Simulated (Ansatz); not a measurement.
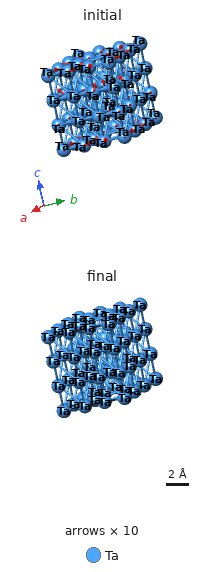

The structure of a defect cell of composition Ta before (top) and after (bottom) a relaxation, at one scale. The red arrows give the displacements, magnified 10 times.

A ball-and-stick model of the cell of the calculation, seen slightly off an axis.

Case: Ta vacancy, atoms relaxed.

Computed with DFT PBE, scalar-relativistic, plane waves, PAW (Ansatz 0.2.0).

The input:
```yaml
crystal:
  lattice:
    - [6.3345289006, 0.0, -6.3345289006]
    - [0.0, 6.3345289006, -6.3345289006]
    - [6.3345289006, 6.3345289006, 0.0]
  atoms:
    - { symbol: Ta, position: [0.6666666667, 0.6666666667, 0.3333333333] }
    - { symbol: Ta, position: [0.6666666667, 0.6666666667, 0.6666666667] }
    - { symbol: Ta, position: [0.6666666667, 0.3333333333, 1.0] }
    - { symbol: Ta, position: [0.6666666667, 0.3333333333, 0.3333333333] }
    - { symbol: Ta, position: [0.6666666667, 0.3333333333, 0.6666666667] }
    - { symbol: Ta, position: [0.6666666667, 0.0, 0.0] }
    - { symbol: Ta, position: [0.6666666667, 0.0, 0.3333333333] }
    - { symbol: Ta, position: [0.6666666667, 0.0, 0.6666666667] }
    - { symbol: Ta, position: [0.3333333333, 0.6666666667, 1.0] }
    - { symbol: Ta, position: [0.3333333333, 0.6666666667, 0.3333333333] }
    - { symbol: Ta, position: [0.3333333333, 0.6666666667, 0.6666666667] }
    - { symbol: Ta, position: [0.3333333333, 0.3333333333, 0.0] }
    - { symbol: Ta, position: [0.3333333333, 0.3333333333, 0.3333333333] }
    - { symbol: Ta, position: [0.3333333333, 0.3333333333, 0.6666666667] }
    - { symbol: Ta, position: [0.3333333333, 0.0, 0.0] }
    - { symbol: Ta, position: [0.3333333333, 0.0, 0.3333333333] }
    - { symbol: Ta, position: [0.3333333333, 0.0, 0.6666666667] }
    - { symbol: Ta, position: [0.0, 0.6666666667, 0.0] }
    - { symbol: Ta, position: [0.0, 0.6666666667, 0.3333333333] }
    - { symbol: Ta, position: [0.0, 0.6666666667, 0.6666666667] }
    - { symbol: Ta, position: [0.0, 0.3333333333, 0.0] }
    - { symbol: Ta, position: [0.0, 0.3333333333, 0.3333333333] }
    - { symbol: Ta, position: [0.0, 0.3333333333, 0.6666666667] }
    - { symbol: Ta, position: [0.0, 0.0, 0.0] }
    - { symbol: Ta, position: [0.0, 0.0, 0.3333333333] }
    - { symbol: Ta, position: [0.0, 0.0, 0.6666666667] }
basis:
  ecutwfc: 420
kpoints:
  mp_grid: { grid: [4, 4, 4] }
hamiltonian:
  xc: pbe
scf:
  occupations: { method: gaussian, width: 0.1 }
output:
  forces: true
  stress: true
  eigenvalues: true
  write_density: true
  write_potential: true
  elf: true
  volumetric_format: npy
relax:
  adjacent_minimum: "off"
  f_tol: 0.02
  max_steps: 50
```

Command:
```bash
ansatz run input.yaml --threads 4 --pin off --max-ram 2560MiB --backend cpu --events-out ev --progress --plain --runs-dir out
```

### Summarise the run.

The largest moves, 0.081 Å, are those of 12 atoms (Ta1, Ta2, Ta3, Ta4 and others). Ta15 goes along [1 −1 0]. The cell doesn't change. Among the contacts that change: Ta10–Ta20 2.986 → 3.148 Å, Ta10–Ta15 2.986 → 2.905 Å, Ta10–Ta11 2.986 → 3.027 Å, Ta11–Ta12 2.986 → 3.019 Å. After 3 accepted moves (5 points after the start) the energy has fallen by 0.305 eV per cell of the calculation. Largest force component: 0.4 eV/Å at the start, 0.0083 eV/Å at the end. The line search rejected the trial step at point 1 of the run. 1 step only repeated the SCF at the same geometry. Cost: 71 s on 4 threads of Intel(R) Xeon(R) Processor @ 2.30GHz, with other jobs on the host, peak memory 2 GiB.
